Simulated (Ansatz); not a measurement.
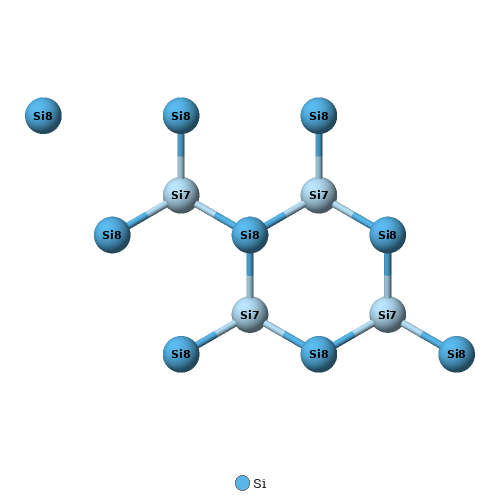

The system is N₂ on a Si(001) slab cut from the P6_3/mmc phase, its upper half relaxed before the scan (8 atoms of substrate and one adsorbate in a 1 × 1 cell); the picture shows it without the atoms that are moved over the map. 
- N2 is moved over the surface cell at a fixed height above a rigid substrate; the origin of the map has the adsorbate above Si8; the height is held at 3.70 Å.
- Places are given modulo a cell vector. The map is drawn in real space over the plane of the surface.
- The scan uses a 6 × 6 grid; 10 points were computed and 26 follow by symmetry.
- Energies are in meV, from the lowest grid point.
- With one adsorbate in each 1 × 1 cell, its nearest image is 3.8 Å away, so neighbouring adsorbates interact. At a fixed height the lowest place need not be the adsorption site.
- These are results of DFT PBE+D3(BJ), scalar-relativistic, plane waves, PAW (Ansatz), not measurements. Settings: cutoff 420 eV, k-mesh 9×9×1, gaussian smearing 0.05 eV, no spin polarisation.

Range: position of N9 along the first surface vector from 0.000 to 0.833; position of N9 along the second surface vector from 0.000 to 0.833.

What landscape does the calculation give?

The lowest grid point is at a threefold hollow, (2/6, 4/6) of the cell vectors. The highest grid point, the top site over a surface Si atom, (0/6, 0/6) of the cell vectors, lies 22.9 meV above the lowest. On the interpolated surface the easiest way out of the lowest well to a well of about the same depth near a threefold hollow over a second-layer Si atom, (4/6, 2/6) of the cell vectors passes a barrier of about 1.9 meV.

| second ↓, first → | 0/6 | 1/6 | 2/6 | 3/6 | 4/6 | 5/6 |
| --- | --- | --- | --- | --- | --- | --- |
| 5/6 | 17.0 | 9.0 | 2.0 | 2.0 | 9.0 | 17.0 |
| 4/6 | 6.6 | 2.0 | 0.0 | 2.0 | 6.6 | 9.1 |
| 3/6 | 1.9 | 2.0 | 2.0 | 1.9 | 2.1 | 2.1 |
| 2/6 | 6.6 | 9.0 | 6.6 | 2.1 | 0.0 | 2.1 |
| 1/6 | 17.0 | 17.0 | 9.1 | 2.1 | 2.1 | 9.1 |
| 0/6 | 22.9 | 17.0 | 6.6 | 1.9 | 6.6 | 17.0 |

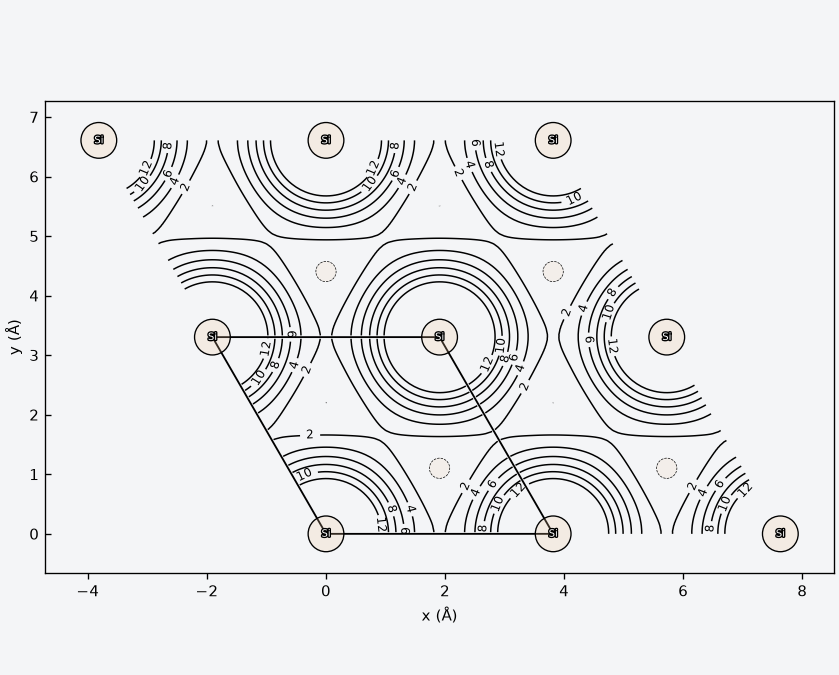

The picture shows contour lines labelled in meV (none above 12), labelled circles for the atoms of the top layer and small ones for the second layer, the outline of one cell of the 2 × 2 shown. Between grid points the surface is interpolated.

Time for the 10 points that were run: 6.2 min on 1 thread of Arm Neoverse V1, on a shared host.

PAW datasets: the set soft_1.
